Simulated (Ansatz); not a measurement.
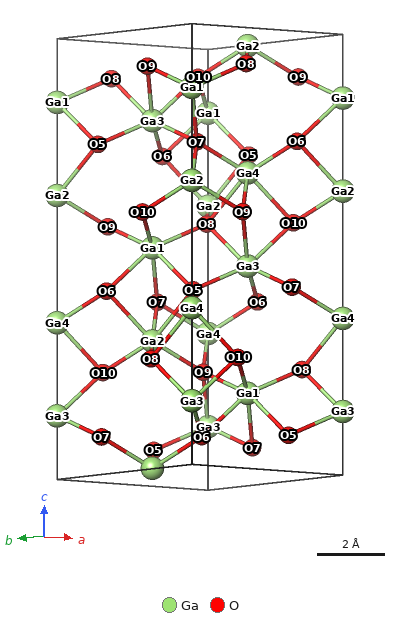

**Figure 1.** The starting structure (ball-and-stick view of the cell 3 times as large as that of the calculation, set on its symmetry axes, seen at an oblique angle; atoms are numbered from 1 in the order of the input). An atom can appear more than once, as a periodic image.

# Run report: Ga2O3, geometry relaxation (part 1 of 2)

Ga2O3 (R-3c, 10 atoms in the cell), computed with DFT PBE, scalar-relativistic, plane waves, PAW, no spin polarisation (Ansatz 0.2.0).

The structure derives from a Materials Project entry. Figures and captions count atoms from 1; the log counts them from 0 in places.

## Output
```
Engine: ansatz 0.2.0, aarch64-unknown-linux-gnu
Pseudopotentials: kind: paw
Pseudopotential: Ga, paw, valence charge 13, recommended cutoff 420 eV (normal), Ga.paw.azcp
Pseudopotential: O, paw, valence charge 6, recommended cutoff 420 eV (normal), O.paw.azcp
Functional definition: PBE
  parameter kappa = 0.804
  parameter beta = 0.06672455060314922
  exchange = pbe_x(kappa = kappa, mu = beta*pi^2/3)
  correlation = pbe_c(beta = beta)
Crystal: 10 atoms, lattice volume = 96.971 Å³
Basis set: ecut = 420 eV, 1899 PW (Γ), exchange–correlation on 72×72×72 points (8 copies of the dense FFT grid, shifted against one another)
Bands: 54, of which v1, the nominal top of the filled ones, is band 44 counted from 1 (43 counted from 0)
Symmetry: 12 space group operations
Space group: R-3c (ITA 167), of the structure as read, at distance tolerance 4.6e-5 Å
k-points: 32 of 216
Non-local potential: Ga, projectors of the file, l = 0: 2, l = 1: 2, l = 2: 3, l = 3: 1
Non-local potential: O, projectors of the file, l = 0: 2, l = 1: 2, l = 2: 1
PAW form: soft (Blöchl's): semilocal exchange-correlation on the pseudo side does not see the compensation charge
PAW one-centre angular grid: Ga, 590 points (default); XC on 64 Gauss nodes
PAW one-centre angular grid: O, 110 points (default); XC on 64 Gauss nodes
Initial density: superposition of atomic densities (neutral atoms: chi_scale 0, normalization atom), corrected by the library's trained network
Initial wavefunctions: pseudopotential atomic-orbital guess
Functional: x = pbe(κ = 0.804, μ = 0.2195149727645171), c = pbe(β = 0.06672455060314922)
SCF iter   1: F=—  HF=-18539.725759 eV  |F-HF|=—  |Δ(HF+E_count)|=         —  Δρ=1.03e-3  dr2=2.32e-4  ethr=1.77e-3  ⟨swp⟩=6.2  Hψ=6308  notcnv=0  defer=6
preconditioner: auto → Resta (q_TF=auto, 2.685 Å⁻¹)  ε∞=4.8  [insulator: Δε(μ)=2.783 eV  Ē_g=18.153 eV  σ=0.020 eV  W_gap=1.00  n_scr=26 (ndim 8)  ℏωp=35.4 eV  f_vac=0.015  D(μ)=0.00/eV (n_scr^D=0)  ε∞_Penn≈4.8]
SCF iter   2: F=—  HF=-18539.726154 eV  |F-HF|=—  |Δ(HF+E_count)|=   3.95e-4  Δρ=5.69e-4  dr2=6.70e-5  ethr=2.63e-7  ⟨swp⟩=2.7  Hψ=3856  notcnv=0  defer=100
SCF iter   3: F=—  HF=-18539.726529 eV  |F-HF|=—  |Δ(HF+E_count)|=   3.74e-4  Δρ=2.69e-4  dr2=1.98e-5  ethr=7.61e-8  ⟨swp⟩=2.0  Hψ=2708  notcnv=0  defer=100
SCF iter   4: F=—  HF=-18539.726619 eV  |F-HF|=—  |Δ(HF+E_count)|=   9.01e-5  Δρ=3.75e-5  dr2=1.13e-6  ethr=2.25e-8  ⟨swp⟩=2.0  Hψ=2995  notcnv=0  defer=100
SCF iter   5: F=—  HF=-18539.726621 eV  |F-HF|=—  |Δ(HF+E_count)|=   1.96e-6  Δρ=1.44e-5  dr2=2.06e-7  ethr=1.29e-9  ⟨swp⟩=2.0  Hψ=2957  notcnv=0  defer=100
SCF iter   6: F=-18539.726621 eV  HF=-18539.726621 eV  |F-HF|=2.04e-8  |Δ(HF+E_count)|=   2.92e-7  Δρ=7.01e-6  dr2=2.92e-8  ethr=1.14e-10  ⟨swp⟩=9.2  Hψ=7482  notcnv=0
SCF 1 converged in 6 iterations: F = -18539.726621 eV  dr2 = 2.92e-8
  greatest PAW one-centre occupation: 0.998 electrons in one spin orbital (limit 2), on the Ga atom at site 3 (counted from 0), in its partial waves of l = 2
relax step   1: F+E_penalty+E_count = -18539.72662117 eV  Δ(F+E_penalty+E_count) = +0.000e0 eV  max|allowed force component| = 4.705e-2 eV/Å  Δτ_max = 0.0000 Å  P = +7.993 GPa  Ω = 96.971 Å³  (6 SCF iters, dr2 threshold 1.00e-7 eV, accepted)
Crystal: 10 atoms, lattice volume = 99.001 Å³
Basis set: ecut = 420 eV, 1911 PW (Γ), exchange–correlation on 72×72×72 points (8 copies of the dense FFT grid, shifted against one another)
Initial density: handed on by an earlier stage of this run
Initial wavefunctions: those handed on with the density
iter 1 solved again at ethr=1.27e-5 eV; its pass at ethr=3.10e-3 eV (dr2=1.12e-2 eV) is discarded
SCF iter   1: F=—  HF=-18539.788328 eV  |F-HF|=—  |Δ(HF+E_count)|=         —  Δρ=3.85e-3  dr2=1.10e-2  ethr=1.27e-5  ⟨swp⟩=2.6  Hψ=7724  notcnv=0
preconditioner: auto → Resta (q_TF=auto, 2.675 Å⁻¹)  ε∞=4.8  [insulator: Δε(μ)=2.552 eV  Ē_g=17.938 eV  σ=0.020 eV  W_gap=1.00  n_scr=26 (ndim 8)  ℏωp=35.0 eV  f_vac=0.019  D(μ)=0.00/eV (n_scr^D=0)  ε∞_Penn≈4.8]
SCF iter   2: F=—  HF=-18539.785176 eV  |F-HF|=—  |Δ(HF+E_count)|=   3.15e-3  Δρ=1.02e-3  dr2=9.28e-4  ethr=1.25e-5  ⟨swp⟩=2.3  Hψ=3381  notcnv=0
SCF iter   3: F=—  HF=-18539.785151 eV  |F-HF|=—  |Δ(HF+E_count)|=   2.55e-5  Δρ=5.49e-4  dr2=3.13e-4  ethr=1.05e-6  ⟨swp⟩=1.0  Hψ=1728  notcnv=0
SCF iter   4: F=—  HF=-18539.785175 eV  |F-HF|=—  |Δ(HF+E_count)|=   2.46e-5  Δρ=1.38e-4  dr2=1.35e-5  ethr=3.55e-7  ⟨swp⟩=2.3  Hψ=2977  notcnv=0
SCF iter   5: F=—  HF=-18539.785185 eV  |F-HF|=—  |Δ(HF+E_count)|=   9.62e-6  Δρ=6.42e-5  dr2=3.53e-6  ethr=1.53e-8  ⟨swp⟩=2.0  Hψ=3054  notcnv=0
SCF iter   6: F=-18539.785183 eV  HF=-18539.785183 eV  |F-HF|=2.40e-7  |Δ(HF+E_count)|=   2.51e-6  Δρ=1.26e-5  dr2=1.32e-7  ethr=1.14e-9  ⟨swp⟩=6.6  Hψ=7663  notcnv=0
SCF 2 converged in 6 iterations: F = -18539.785183 eV  dr2 = 1.32e-7
  greatest PAW one-centre occupation: 0.998 electrons in one spin orbital (limit 2), on the Ga atom at site 2 (counted from 0), in its partial waves of l = 2
relax step   2: F+E_penalty+E_count = -18539.78518282 eV  Δ(F+E_penalty+E_count) = -5.856e-2 eV  max|allowed force component| = 3.731e-2 eV/Å  Δτ_max = 0.0012 Å  P = +3.170 GPa  Ω = 99.001 Å³  energy of the carried Pulay correction = -1.079e-2 eV  (6 SCF iters, dr2 threshold 1.00e-6 eV, accepted)
Crystal: 10 atoms, lattice volume = 100.353 Å³
Basis set: ecut = 420 eV, 1929 PW (Γ), exchange–correlation on 72×72×72 points (8 copies of the dense FFT grid, shifted against one another)
iter 1 solved again at ethr=5.96e-6 eV; its pass at ethr=3.10e-3 eV (dr2=5.25e-3 eV) is discarded
SCF iter   1: F=—  HF=-18539.794034 eV  |F-HF|=—  |Δ(HF+E_count)|=         —  Δρ=2.72e-3  dr2=5.15e-3  ethr=5.96e-6  ⟨swp⟩=2.3  Hψ=7209  notcnv=0
preconditioner: auto → Resta (q_TF=auto, 2.669 Å⁻¹)  ε∞=4.8  [insulator: Δε(μ)=2.412 eV  Ē_g=17.818 eV  σ=0.020 eV  W_gap=1.00  n_scr=26 (ndim 8)  ℏωp=34.8 eV  f_vac=0.019  D(μ)=0.00/eV (n_scr^D=0)  ε∞_Penn≈4.8]
SCF iter   2: F=—  HF=-18539.792554 eV  |F-HF|=—  |Δ(HF+E_count)|=   1.48e-3  Δρ=7.97e-4  dr2=4.31e-4  ethr=5.85e-6  ⟨swp⟩=2.3  Hψ=3377  notcnv=0
SCF iter   3: F=—  HF=-18539.792548 eV  |F-HF|=—  |Δ(HF+E_count)|=   5.97e-6  Δρ=3.82e-4  dr2=1.25e-4  ethr=4.90e-7  ⟨swp⟩=1.0  Hψ=1728  notcnv=0
SCF iter   4: F=—  HF=-18539.792564 eV  |F-HF|=—  |Δ(HF+E_count)|=   1.58e-5  Δρ=8.66e-5  dr2=5.65e-6  ethr=1.42e-7  ⟨swp⟩=2.2  Hψ=2813  notcnv=0
SCF iter   5: F=—  HF=-18539.792568 eV  |F-HF|=—  |Δ(HF+E_count)|=   4.33e-6  Δρ=3.30e-5  dr2=8.92e-7  ethr=1.14e-9  ⟨swp⟩=6.3  Hψ=7744  notcnv=0
SCF iter   6: F=-18539.792567 eV  HF=-18539.792567 eV  |F-HF|=6.17e-8  |Δ(HF+E_count)|=   7.81e-7  Δρ=1.23e-5  dr2=1.43e-7  ethr=1.01e-9  ⟨swp⟩=5.0  Hψ=7044  notcnv=0
SCF 3 converged in 6 iterations: F = -18539.792567 eV  dr2 = 1.43e-7
relax step   3: F+E_penalty+E_count = -18539.79256737 eV  Δ(F+E_penalty+E_count) = -7.385e-3 eV  max|allowed force component| = 2.366e-2 eV/Å  Δτ_max = 0.0029 Å  P = +0.147 GPa  Ω = 100.353 Å³  energy of the carried Pulay correction = -1.786e-2 eV  (6 SCF iters, dr2 threshold 1.00e-6 eV, accepted)
Crystal: 10 atoms, lattice volume = 100.443 Å³
iter 1 solved again at ethr=6.75e-8 eV; its pass at ethr=3.10e-3 eV (dr2=5.94e-5 eV) is discarded
SCF iter   1: F=—  HF=-18539.792216 eV  |F-HF|=—  |Δ(HF+E_count)|=         —  Δρ=3.86e-4  dr2=6.18e-5  ethr=6.75e-8  ⟨swp⟩=2.1  Hψ=6701  notcnv=0
preconditioner: auto → Resta (q_TF=auto, 2.669 Å⁻¹)  ε∞=4.8  [insulator: Δε(μ)=2.416 eV  Ē_g=17.828 eV  σ=0.020 eV  W_gap=1.00  n_scr=26 (ndim 8)  ℏωp=34.8 eV  f_vac=0.019  D(μ)=0.00/eV (n_scr^D=0)  ε∞_Penn≈4.8]
SCF iter   2: F=—  HF=-18539.792221 eV  |F-HF|=—  |Δ(HF+E_count)|=   5.39e-6  Δρ=1.79e-4  dr2=1.26e-5  ethr=6.75e-8  ⟨swp⟩=2.3  Hψ=3092  notcnv=0
SCF iter   3: F=—  HF=-18539.792219 eV  |F-HF|=—  |Δ(HF+E_count)|=   2.01e-6  Δρ=3.75e-5  dr2=1.04e-6  ethr=1.43e-8  ⟨swp⟩=2.0  Hψ=2373  notcnv=0
SCF iter   4: F=-18539.792220 eV  HF=-18539.792220 eV  |F-HF|=7.72e-8  |Δ(HF+E_count)|=   2.57e-7  Δρ=1.27e-5  dr2=1.42e-7  ethr=3.30e-10  ⟨swp⟩=6.0  Hψ=7453  notcnv=0
SCF 4 converged in 4 iterations: F = -18539.792220 eV  dr2 = 1.42e-7
relax step   4: F+E_penalty+E_count = -18539.79221981 eV  Δ(F+E_penalty+E_count) = +3.476e-4 eV  max|allowed force component| = 1.077e-2 eV/Å  Δτ_max = 0.0010 Å  P = -0.020 GPa  Ω = 100.443 Å³  energy of the carried Pulay correction = -1.832e-2 eV  (4 SCF iters, dr2 threshold 2.90e-7 eV, accepted)
Crystal: 10 atoms, lattice volume = 100.437 Å³
iter 1 solved again at ethr=3.56e-9 eV; its pass at ethr=3.10e-3 eV (dr2=3.13e-6 eV) is discarded
SCF iter   1: F=—  HF=-18539.792271 eV  |F-HF|=—  |Δ(HF+E_count)|=         —  Δρ=9.95e-5  dr2=3.35e-6  ethr=3.56e-9  ⟨swp⟩=3.1  Hψ=7136  notcnv=0
preconditioner: auto → Resta (q_TF=auto, 2.669 Å⁻¹)  ε∞=4.8  [insulator: Δε(μ)=2.417 eV  Ē_g=17.829 eV  σ=0.020 eV  W_gap=1.00  n_scr=26 (ndim 8)  ℏωp=34.8 eV  f_vac=0.018  D(μ)=0.00/eV (n_scr^D=0)  ε∞_Penn≈4.8]
SCF iter   2: F=—  HF=-18539.792292 eV  |F-HF|=—  |Δ(HF+E_count)|=   2.16e-5  Δρ=4.85e-5  dr2=8.24e-7  ethr=3.56e-9  ⟨swp⟩=2.0  Hψ=2806  notcnv=0
SCF iter   3: F=—  HF=-18539.792292 eV  |F-HF|=—  |Δ(HF+E_count)|=   1.63e-8  Δρ=6.69e-6  dr2=3.36e-8  ethr=9.36e-10  ⟨swp⟩=2.0  Hψ=2715  notcnv=0
SCF iter   4: F=-18539.792292 eV  HF=-18539.792292 eV  |F-HF|=3.25e-9  |Δ(HF+E_count)|=   6.42e-9  Δρ=3.30e-6  dr2=8.74e-9  ethr=3.06e-11  ⟨swp⟩=4.3  Hψ=5751  notcnv=0
SCF 5 converged in 4 iterations: F = -18539.792292 eV  dr2 = 8.74e-9
relax step   5: F+E_penalty+E_count = -18539.79229231 eV  Δ(F+E_penalty+E_count) = -7.250e-5 eV  max|allowed force component| = 8.277e-3 eV/Å  Δτ_max = 0.0003 Å  P = -0.015 GPa  Ω = 100.437 Å³  energy of the carried Pulay correction = -1.829e-2 eV  (4 SCF iters, dr2 threshold 2.70e-8 eV, accepted)
Crystal: 10 atoms, lattice volume = 100.429 Å³
iter 1 solved again at ethr=2.85e-8 eV; its pass at ethr=3.10e-3 eV (dr2=2.51e-5 eV) is discarded
SCF iter   1: F=—  HF=-18539.792342 eV  |F-HF|=—  |Δ(HF+E_count)|=         —  Δρ=2.52e-4  dr2=2.49e-5  ethr=2.85e-8  ⟨swp⟩=2.0  Hψ=5345  notcnv=0
preconditioner: auto → Resta (q_TF=auto, 2.669 Å⁻¹)  ε∞=4.8  [insulator: Δε(μ)=2.417 eV  Ē_g=17.828 eV  σ=0.020 eV  W_gap=1.00  n_scr=26 (ndim 8)  ℏωp=34.8 eV  f_vac=0.018  D(μ)=0.00/eV (n_scr^D=0)  ε∞_Penn≈4.8]
SCF iter   2: F=—  HF=-18539.792360 eV  |F-HF|=—  |Δ(HF+E_count)|=   1.75e-5  Δρ=1.19e-4  dr2=5.42e-6  ethr=2.83e-8  ⟨swp⟩=2.1  Hψ=2453  notcnv=0
SCF iter   3: F=—  HF=-18539.792350 eV  |F-HF|=—  |Δ(HF+E_count)|=   9.42e-6  Δρ=8.51e-6  dr2=5.63e-8  ethr=6.16e-9  ⟨swp⟩=2.0  Hψ=2542  notcnv=0
SCF iter   4: F=—  HF=-18539.792350 eV  |F-HF|=—  |Δ(HF+E_count)|=   1.12e-7  Δρ=7.55e-6  dr2=3.61e-8  ethr=4.87e-12  ⟨swp⟩=5.5  Hψ=7464  notcnv=0
SCF iter   5: F=-18539.792350 eV  HF=-18539.792350 eV  |F-HF|=8.62e-10  |Δ(HF+E_count)|=   5.44e-9  Δρ=1.05e-6  dr2=1.03e-9  ethr=4.87e-12  ⟨swp⟩=3.0  Hψ=7446  notcnv=0
SCF 6 converged in 5 iterations: F = -18539.792350 eV  dr2 = 1.03e-9
relax step   6: F+E_penalty+E_count = -18539.79235023 eV  Δ(F+E_penalty+E_count) = -5.793e-5 eV  max|allowed force component| = 1.495e-4 eV/Å  Δτ_max = 0.0008 Å  P = +0.000 GPa  Ω = 100.429 Å³  energy of the carried Pulay correction = -1.825e-2 eV  (5 SCF iters, dr2 threshold 4.28e-9 eV, accepted)
Basis set: ecut = 420 eV, 1929 PW (Γ), exchange–correlation on 80×80×80 points (8 copies of the dense FFT grid, shifted against one another)
Initial wavefunctions: pseudopotential atomic-orbital guess (no wavefunctions were taken with the density)
iter 1 solved again at ethr=6.45e-8 eV; its pass at ethr=3.10e-3 eV (dr2=5.68e-5 eV) is discarded
SCF iter   1: F=—  HF=-18539.810339 eV  |F-HF|=—  |Δ(HF+E_count)|=         —  Δρ=7.22e-4  dr2=3.15e-5  ethr=6.45e-8  ⟨swp⟩=3.1  Hψ=11367  notcnv=0
preconditioner: auto → Resta (q_TF=auto, 2.669 Å⁻¹)  ε∞=4.8  [insulator: Δε(μ)=2.418 eV  Ē_g=17.829 eV  σ=0.020 eV  W_gap=1.00  n_scr=26 (ndim 8)  ℏωp=34.8 eV  f_vac=0.018  D(μ)=0.00/eV (n_scr^D=0)  ε∞_Penn≈4.8]
SCF iter   2: F=—  HF=-18539.813147 eV  |F-HF|=—  |Δ(HF+E_count)|=   2.81e-3  Δρ=3.64e-4  dr2=9.93e-6  ethr=3.58e-8  ⟨swp⟩=3.0  Hψ=3136  notcnv=0
SCF iter   3: F=—  HF=-18539.814004 eV  |F-HF|=—  |Δ(HF+E_count)|=   8.57e-4  Δρ=1.26e-4  dr2=9.53e-7  ethr=1.13e-8  ⟨swp⟩=3.0  Hψ=3428  notcnv=0
SCF iter   4: F=—  HF=-18539.814116 eV  |F-HF|=—  |Δ(HF+E_count)|=   1.11e-4  Δρ=1.07e-5  dr2=4.12e-8  ethr=1.08e-9  ⟨swp⟩=2.0  Hψ=3136  notcnv=0
SCF iter   5: F=—  HF=-18539.814116 eV  |F-HF|=—  |Δ(HF+E_count)|=   1.37e-7  Δρ=4.38e-6  dr2=3.55e-9  ethr=4.68e-11  ⟨swp⟩=2.0  Hψ=2896  notcnv=0
SCF iter   6: F=—  HF=-18539.814116 eV  |F-HF|=—  |Δ(HF+E_count)|=   1.34e-7  Δρ=8.31e-7  dr2=5.36e-10  ethr=4.03e-12  ⟨swp⟩=2.0  Hψ=2987  notcnv=0
SCF iter   7: F=-18539.814116 eV  HF=-18539.814116 eV  |F-HF|=1.46e-11  |Δ(HF+E_count)|=  9.57e-10  Δρ=1.60e-7  dr2=3.12e-11  ethr=1.00e-12  ⟨swp⟩=4.3  Hψ=6042  notcnv=0
SCF 7 converged in 7 iterations: F = -18539.814116 eV  dr2 = 3.12e-11
relax step   7: F+E_penalty+E_count = -18539.81411599 eV  Δ(F+E_penalty+E_count) = -2.177e-2 eV  max|allowed force component| = 2.392e-3 eV/Å  Δτ_max = 0.0000 Å  P = +0.343 GPa  Ω = 100.429 Å³  stress off target by 3.45e-1 GPa  SCF on the basis re-selected at this cell (its energy is not comparable with the rows above)  (7 SCF iters)
basis re-selected at this cell: Δ(F+E_penalty+E_count) = -2.177e-2 eV, ΔP = +0.343 GPa vs the last step (what re-selecting the basis moved, of the pressure what is left beyond the Pulay correction that the steps carried, after the strain that the cell walked since its last selection, with what the two solves' SCF thresholds leave and, on support functions, any second-order correction that the steps lacked; it is no measure of the basis error at this ecutwfc). The dense FFT grid was sized anew with the basis: this SCF ran on 40×40×40 points, the steps before it on 36×36×36, so part of this shift can come from that change (see relax.cell in the input reference). This SCF's stress stands 3.45e-1 GPa from its target on what of the cell is left free (relax.cell.stress_tol is 5.00e-2 GPa) and its largest allowed force component is 2.39e-3 eV/Å (relax.f_tol is 5.00e-3 eV/Å): not within both, so this SCF does not close the relaxation
Crystal: 10 atoms, lattice volume = 100.592 Å³
iter 1 solved again at ethr=8.19e-8 eV; its pass at ethr=3.10e-3 eV (dr2=7.20e-5 eV) is discarded
SCF iter   1: F=—  HF=-18539.813469 eV  |F-HF|=—  |Δ(HF+E_count)|=         —  Δρ=2.95e-4  dr2=6.46e-5  ethr=8.19e-8  ⟨swp⟩=2.0  Hψ=6605  notcnv=0
preconditioner: auto → Resta (q_TF=auto, 2.668 Å⁻¹)  ε∞=4.8  [insulator: Δε(μ)=2.400 eV  Ē_g=17.812 eV  σ=0.020 eV  W_gap=1.00  n_scr=26 (ndim 8)  ℏωp=34.7 eV  f_vac=0.018  D(μ)=0.00/eV (n_scr^D=0)  ε∞_Penn≈4.8]
SCF iter   2: F=—  HF=-18539.813446 eV  |F-HF|=—  |Δ(HF+E_count)|=   2.31e-5  Δρ=7.92e-5  dr2=5.23e-6  ethr=7.34e-8  ⟨swp⟩=2.4  Hψ=3057  notcnv=0
SCF iter   3: F=—  HF=-18539.813445 eV  |F-HF|=—  |Δ(HF+E_count)|=   1.92e-7  Δρ=4.20e-5  dr2=1.77e-6  ethr=5.95e-9  ⟨swp⟩=1.0  Hψ=1728  notcnv=0
SCF iter   4: F=-18539.813446 eV  HF=-18539.813446 eV  |F-HF|=2.80e-8  |Δ(HF+E_count)|=   2.15e-7  Δρ=9.97e-6  dr2=8.09e-8  ethr=3.37e-10  ⟨swp⟩=3.2  Hψ=7385  notcnv=0
SCF 8 converged in 4 iterations: F = -18539.813446 eV  dr2 = 8.09e-8
relax step   8: F+E_penalty+E_count = -18539.81344571 eV  Δ(F+E_penalty+E_count) = +6.703e-4 eV  max|allowed force component| = 2.230e-4 eV/Å  Δτ_max = 0.0002 Å  P = +0.014 GPa  Ω = 100.592 Å³  energy of the carried Pulay correction = -8.525e-4 eV  (4 SCF iters, dr2 threshold 2.97e-7 eV, accepted)
iter 1 solved again at ethr=1.55e-8 eV; its pass at ethr=3.10e-3 eV (dr2=1.36e-5 eV) is discarded
SCF iter   1: F=—  HF=-18539.813613 eV  |F-HF|=—  |Δ(HF+E_count)|=         —  Δρ=2.41e-4  dr2=1.29e-6  ethr=1.55e-8  ⟨swp⟩=3.9  Hψ=11667  notcnv=0
preconditioner: auto → Resta (q_TF=auto, 2.668 Å⁻¹)  ε∞=4.8  [insulator: Δε(μ)=2.401 eV  Ē_g=17.815 eV  σ=0.020 eV  W_gap=1.00  n_scr=26 (ndim 8)  ℏωp=34.7 eV  f_vac=0.018  D(μ)=0.00/eV (n_scr^D=0)  ε∞_Penn≈4.8]
SCF iter   2: F=—  HF=-18539.814044 eV  |F-HF|=—  |Δ(HF+E_count)|=   4.30e-4  Δρ=1.22e-4  dr2=3.61e-7  ethr=1.47e-9  ⟨swp⟩=2.0  Hψ=1885  notcnv=0
SCF iter   3: F=—  HF=-18539.814193 eV  |F-HF|=—  |Δ(HF+E_count)|=   1.49e-4  Δρ=5.67e-6  dr2=2.01e-8  ethr=4.11e-10  ⟨swp⟩=2.0  Hψ=2106  notcnv=0
SCF iter   4: F=—  HF=-18539.814193 eV  |F-HF|=—  |Δ(HF+E_count)|=   2.99e-9  Δρ=1.69e-6  dr2=2.26e-9  ethr=2.28e-11  ⟨swp⟩=2.0  Hψ=2545  notcnv=0
SCF iter   5: F=—  HF=-18539.814193 eV  |F-HF|=—  |Δ(HF+E_count)|=   1.48e-8  Δρ=5.52e-7  dr2=3.96e-10  ethr=2.57e-12  ⟨swp⟩=2.0  Hψ=2905  notcnv=0
SCF iter   6: F=—  HF=-18539.814193 eV  |F-HF|=—  |Δ(HF+E_count)|=  7.64e-11  Δρ=3.00e-7  dr2=1.06e-10  ethr=1.00e-12  ⟨swp⟩=4.1  Hψ=6064  notcnv=0
SCF iter   7: F=-18539.814193 eV  HF=-18539.814193 eV  |F-HF|=1.09e-11  |Δ(HF+E_count)|=  1.02e-10  Δρ=5.39e-8  dr2=2.09e-12  ethr=1.00e-12  ⟨swp⟩=4.0  Hψ=5703  notcnv=0
SCF 9 converged in 7 iterations: F = -18539.814193 eV  dr2 = 2.09e-12
relax step   9: F+E_penalty+E_count = -18539.81419317 eV  Δ(F+E_penalty+E_count) = -7.475e-4 eV  max|allowed force component| = 1.501e-4 eV/Å  Δτ_max = 0.0000 Å  P = +0.019 GPa  Ω = 100.592 Å³  stress off target by 2.02e-2 GPa  SCF on the basis re-selected at this cell (its energy is not comparable with the rows above)  (7 SCF iters)
```

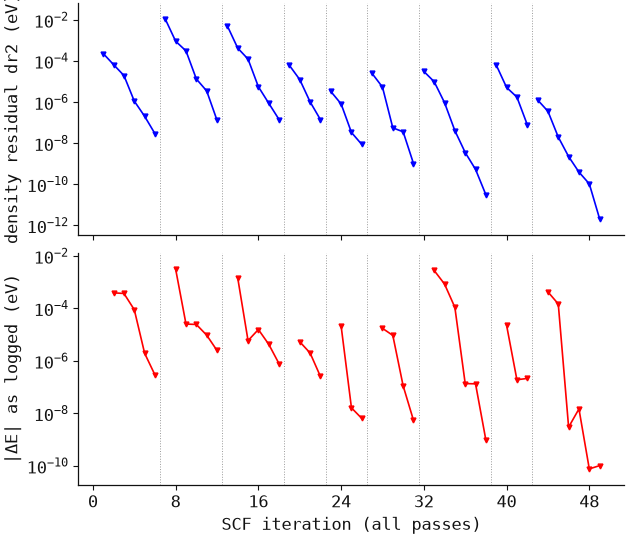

**Figure 2.** Convergence of the self-consistent field: density residual dr2 and size of the energy change against the SCF iteration. The dotted lines part the SCF passes of the relaxation: geometry steps, rejected trials and re-solves on a re-selected basis. The 9 passes take 4 to 7 iterations each, 49 in all.

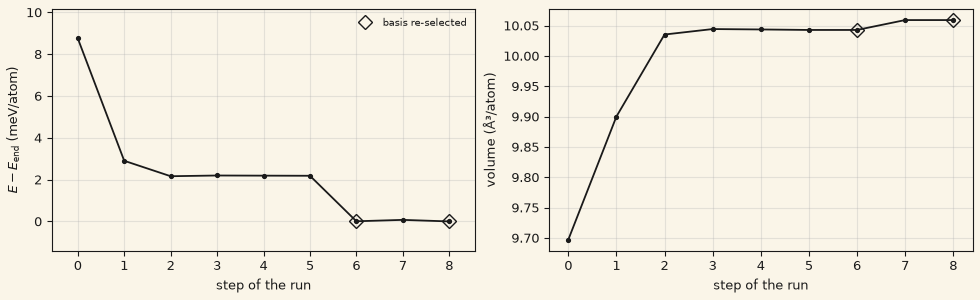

**Figure 3.** Progress of the relaxation, step by step (the first geometry is step 0 here and step 1 in the log).
